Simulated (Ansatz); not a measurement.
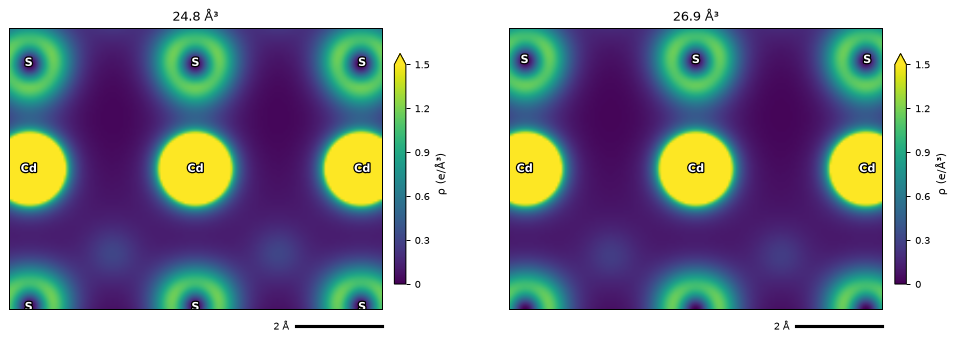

Cd2S. The valence charge density (pseudo) of cells scaled evenly to different volumes (given per atom above each panel), on the (100) plane of each (indices in the axes of the cell below), at one length scale and on one colour scale.

A structure from a database of computed crystals, not necessarily the ambient phase.

These are results of Kohn-Sham DFT of a periodic cell, PBEsol, Ansatz PAW (Ansatz), not measurements.

In a PAW calculation such maps are meaningful between the atoms, not at the nuclei.

The largest cell:

```xyz
3
Lattice="3.9889 0.0000 0.0000 -1.9945 3.4545 0.0000 0.0000 0.0000 5.8477" Properties=species:S:1:pos:R:3 pbc="T T T"
Cd    0.0000    2.3030    5.4542
Cd    1.9945    1.1515    3.3843
S     0.0000    2.3030    2.1385
```

| volume (Å³/atom) | Cd–S contact in the plane (Å) | ρ at its midpoint (e/Å³) | pressure (GPa) | 
| --- | --- | --- | --- |
| 24.75 | 2.464 | 0.474 | −0.3 | 
| 26.33 | 2.515 | ? | ? | 
| 26.86 | 2.532 | 0.420 | −3.7 | 

Estimate the missing row, and compare with the calculation.

Answer. Over the known rows ln ρ falls by 1.78 per Å of Cd–S distance (the line through the two), which gives 0.433 e/Å³ at 2.515 Å; the calculation gives 0.433 e/Å³. For the pressure, a straight line in volume between the neighbouring rows gives −2.8 GPa; the calculation gives −3.0.
